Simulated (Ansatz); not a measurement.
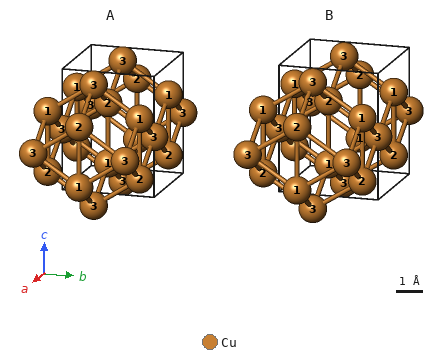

Two geometries of crystalline Cu (a generated structure, set up in I4/mmm) (coarse preliminary run), drawn at one scale. One is the start of a relaxation, the other its converged end. A ball-and-stick model of the conventional cell (2 times the calculation's cell), repeated 2 × 1 × 1 with one cell outlined, seen slightly off an axis. Lengths and directions refer to the drawn axes.

Level of theory: DFT PBE, scalar-relativistic, plane waves, PAW (Ansatz 0.2.0). (plane-wave cutoff 420 eV; k-point mesh 6 × 6 × 6; occupations gaussian; smearing width 0.1 eV; no spin polarisation; cell and atoms relaxed; force threshold 0.04 eV/Å; at most 70 steps)

> Which one is relaxed?

Structure B is the relaxed one. No atom moves by more than 0.005 Å relative to the cell. The volume changes by +22.0 %, with a = b 3.787 → 4.090 Å (+8.0 %), c 4.929 → 5.155 Å (+4.6 %). Near-neighbour distances that change, for instance: Cu1–Cu3 2.259 → 2.417 Å, Cu1–Cu2 2.464 → 2.577 Å. The space group stays I4/mmm (No. 139). Over 5 accepted moves (7 points after the start) the energy falls by 0.649 eV per cell of the calculation. All forces vanish by symmetry, so only the cell relaxes. The pressure goes from 32.25 to 0.09 GPa. The SCF was repeated twice at an unchanged geometry on a basis and grid sized afresh for the cell, which shifted the energy by 10.7 meV per cell of the calculation at most. Cost: 16 s on 1 thread of Arm Neoverse V2, with other jobs on the host, peak memory 0.33 GiB.
